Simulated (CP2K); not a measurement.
# Energy of BN along an even scaling of the cell

System: BN (F-43m, 2 atoms in the cell).
Method: Kohn-Sham DFT of a periodic cell, PBEsol, GTH-PBE with UZH-TZVP basis, no spin polarisation (CP2K 2026.2).

The 6 runs differ only in the geometry, by an even scaling of the cell at fixed fractional positions. The structure derives from a Materials Project entry.

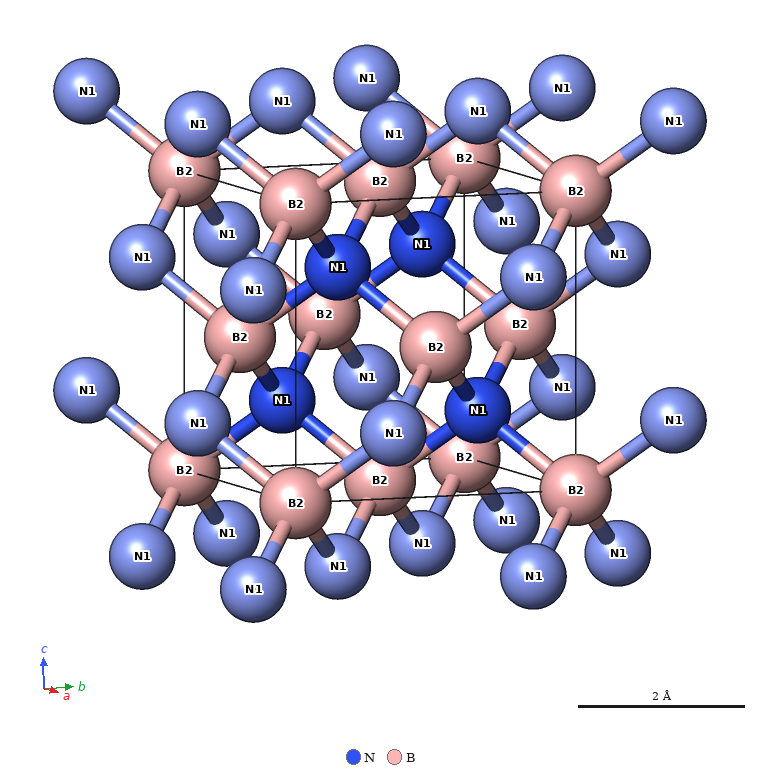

Figure 1. The structure of run 4 (ball-and-stick view of the cell 4 times as large as that of the calculation, set on its symmetry axes, seen slightly off an axis; neighbours outside the cell are drawn fainter; atoms are numbered from 1 in the order of the input). An atom can appear more than once, as a periodic image.

**Input of run 4**
```
&GLOBAL
  PROJECT bn_eos
  RUN_TYPE ENERGY_FORCE
  PRINT_LEVEL LOW
&END GLOBAL
&FORCE_EVAL
  METHOD QS
  STRESS_TENSOR ANALYTICAL
  &DFT
    BASIS_SET_FILE_NAME BASIS_MOLOPT_UZH
    POTENTIAL_FILE_NAME POTENTIAL_UZH
    WFN_RESTART_FILE_NAME previous-RESTART.kp
    &MGRID
      CUTOFF 450
      REL_CUTOFF 60
      NGRIDS 5
    &END MGRID
    &QS
      METHOD GPW
      EPS_DEFAULT 1.0E-9
    &END QS
    &KPOINTS
      SCHEME MONKHORST-PACK 13 13 13
      GAMMA_CENTERED T
      SYMMETRY T
      SYMMETRY_BACKEND SPGLIB
    &END KPOINTS
    &SCF
      SCF_GUESS RESTART
      EPS_SCF 1.0E-6
      MAX_SCF 100
      ADDED_MOS 10
      CHOLESKY OFF
      EPS_EIGVAL 1.0E-7
      &DIAGONALIZATION ON
        ALGORITHM STANDARD
      &END DIAGONALIZATION
      &MIXING ON
        METHOD BROYDEN_MIXING
        ALPHA 0.4
        BETA 1.5
        NBUFFER 8
      &END MIXING
      &SMEAR ON
        METHOD FERMI_DIRAC
        ELECTRONIC_TEMPERATURE [K] 580.226
      &END SMEAR
    &END SCF
    &XC
      &XC_FUNCTIONAL
        &GGA_X_PBE_SOL
        &END GGA_X_PBE_SOL
        &GGA_C_PBE_SOL
        &END GGA_C_PBE_SOL
      &END XC_FUNCTIONAL
    &END XC
    &PRINT
      &KPOINTS ON
      &END KPOINTS
      &MULLIKEN ON
      &END MULLIKEN
      &MO ON
        ENERGIES T
        OCCUPATION_NUMBERS T
        &EACH
          QS_SCF 0
        &END EACH
        ADD_LAST NUMERIC
      &END MO
    &END PRINT
  &END DFT
  &SUBSYS
    &CELL
      A 2.5809510354 0.0000000000 0.0000000000
      B 1.2904755177 2.2351691626 0.0000000000
      C 1.2904755177 0.7450563876 2.1073376960
      PERIODIC XYZ
    &END CELL
    &COORD
      N   1.2904755177 0.7450563876 0.5268344240
      B   0.0000000000 0.0000000000 0.0000000000
    &END COORD
    &KIND N
      BASIS_SET TZVP-MOLOPT-PBE-GTH-q5
      POTENTIAL GTH-PBE-q5
    &END KIND
    &KIND B
      BASIS_SET TZVP-MOLOPT-PBE-GTH-q3
      POTENTIAL GTH-PBE-q3
    &END KIND
    &PRINT
      &ATOMIC_COORDINATES ON
      &END ATOMIC_COORDINATES
      &CELL ON
      &END CELL
      &SYMMETRY ON
      &END SYMMETRY
    &END PRINT
  &END SUBSYS
  &PRINT
    &FORCES ON
    &END FORCES
    &STRESS_TENSOR ON
    &END STRESS_TENSOR
  &END PRINT
&END FORCE_EVAL
```

Command:
```bash
OMP_NUM_THREADS=1 cp2k.psmp -i bn_eos.inp -o bn_eos.out
```

Lattice vectors (Å) and fractional positions of run 4:
```
   2.580951    0.000000    0.000000
   1.290476    2.235169    0.000000
   1.290476    0.745056    2.107338
N   0.250000  0.250000  0.250000
B   0.000000  0.000000  0.000000
```

Run 3 differs from it as follows:
```diff
-      A 2.5809510354 0.0000000000 0.0000000000
-      B 1.2904755177 2.2351691626 0.0000000000
-      C 1.2904755177 0.7450563876 2.1073376960
+      A 2.5467622279 0.0000000000 0.0000000000
+      B 1.2733811140 2.2055607868 0.0000000000
+      C 1.2733811140 0.7351869290 2.0794226515
-      N   1.2904755177 0.7450563876 0.5268344240
+      N   1.2733811140 0.7351869290 0.5198556629
```

**Results, with one run withheld**

```csv
run,volume per atom (Å³),"free energy per atom, from the lowest run given (meV)",pressure (GPa),gap on the mesh (eV)
1,5.602,16.74,22.82,4.41
2,5.721,2.99,13.36,4.39
3,5.840,?,?,?
4,6.078,0.00,−9.70,4.31
5,6.198,9.59,−16.08,4.29
6,6.317,23.73,−21.90,4.26
```

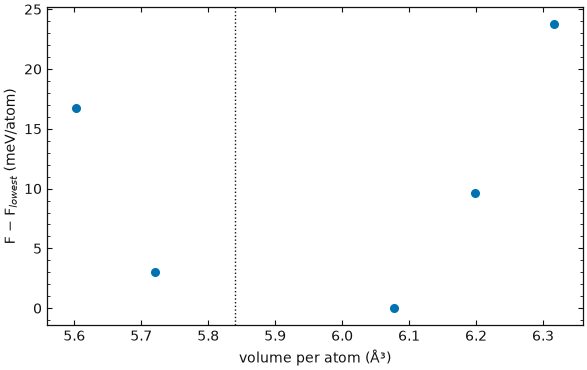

Figure 2. Free energy per atom of the runs given; the dotted line marks run 3.

Estimate the energy of run 3 from the others.

A cubic polynomial in V^(−2/3) (the Birch–Murnaghan form), fitted to the 5 runs given, misses them by at most 0.06 meV per atom. With x = V^(−2/3) − 0.30378 Å⁻², it reads F = −4.4549 − 656.99 x + 1.6889e+05 x² + 98783 x³ (meV per atom). At run 3 it gives −3.91 meV per atom, and the run itself gives −20.54. The slope of the fit gives a pressure −dF/dV of 5.05 GPa there, and the run prints −11.89 GPa. Energies and printed pressures part between runs 2 and 3: the energies differ there by 23.4 meV per atom from what the pressures give, and by at most 2.2 in the other intervals. A smooth fit can't follow such a step, as when the grid or the electronic state changes between two volumes. The fit has its minimum at 5.916 Å³ per atom, where V d²F/dV² gives 381 GPa: the bulk modulus at this level, since symmetry fixes the shape and the positions. The fit misses that run by 16.63 meV per atom. The gap on the mesh lies between 0.00 eV (run 3) and 4.41 eV (run 1); run 3 has 0.00 eV. These are gaps of this functional on this mesh, which can miss the band edges; they aren't the measured gap.

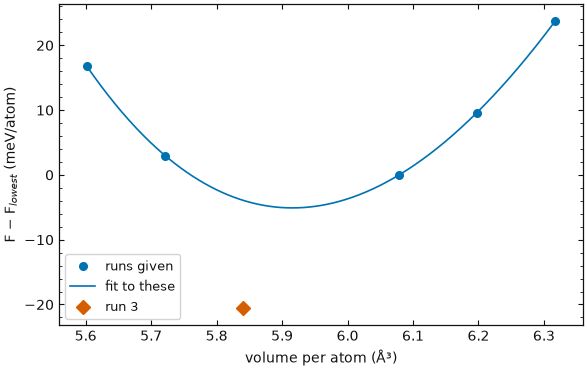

Figure 3. The fit and the withheld run.

**Some lines of the output (run 3)**
```
[...]
 MO| Band gap:            0.448664 a.u.         12.208780 eV
 MO| Band gap:            0.449901 a.u.         12.242428 eV
 MO| Band gap:            0.431261 a.u.         11.735217 eV
 MO| Band gap:            0.410374 a.u.         11.166836 eV
 MO| Band gap:            0.385638 a.u.         10.493732 eV
 MO| Band gap:            0.357765 a.u.          9.735278 eV
 MO| Band gap:            0.342489 a.u.          9.319600 eV
 MO| Band gap:            0.354005 a.u.          9.632965 eV
 MO| Band gap:            0.379487 a.u.         10.326357 eV
 MO| Band gap:            0.401926 a.u.         10.936955 eV
 MO| Band gap:            0.419662 a.u.         11.419588 eV
 MO| Band gap:            0.436989 a.u.         11.891083 eV
 MO| Band gap:            0.453783 a.u.         12.348070 eV
 MO| Band gap:            0.451120 a.u.         12.275598 eV
```
